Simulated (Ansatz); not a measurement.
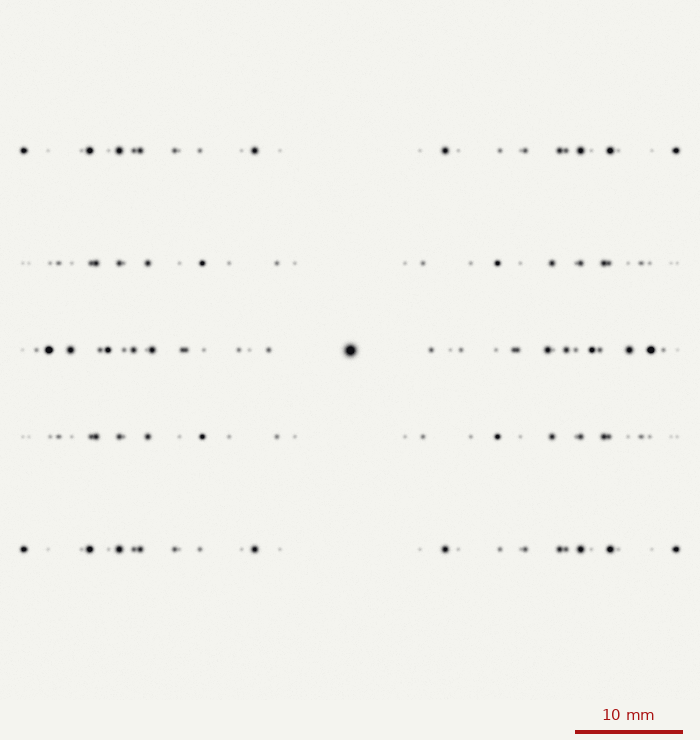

Simulated X-ray rotation photograph: Cu Kα radiation (λ = 1.5418 Å), cylindrical film of radius 28.65 mm unrolled, rotation axis vertical and normal to the beam, kinematic intensities without Lorentz or polarisation factors, the film spanning ±63° about the beam; spots down to d = 1.41 Å.

> Measure the layer lines and find the identity period along the axis.

The first layer line lies 8.2 mm from the equator, so tan ν = 0.285, sin ν = 0.274 and the period is λ/sin ν = 5.63 Å. Further lines follow at 18.8 mm.

The crystal is Ni, space group R-3m (No. 166), a = 5.629 Å, c = 17.395 Å (hexagonal axes). Structure: the geometry relaxed with DFT PBEsol, scalar-relativistic, plane waves, PAW in Ansatz; the starting structure was generated, so it need not be a known form of this composition.

> About which axis was it rotated?

About [100] (or an equivalent direction), whose length in the conventional cell is 5.629 Å.
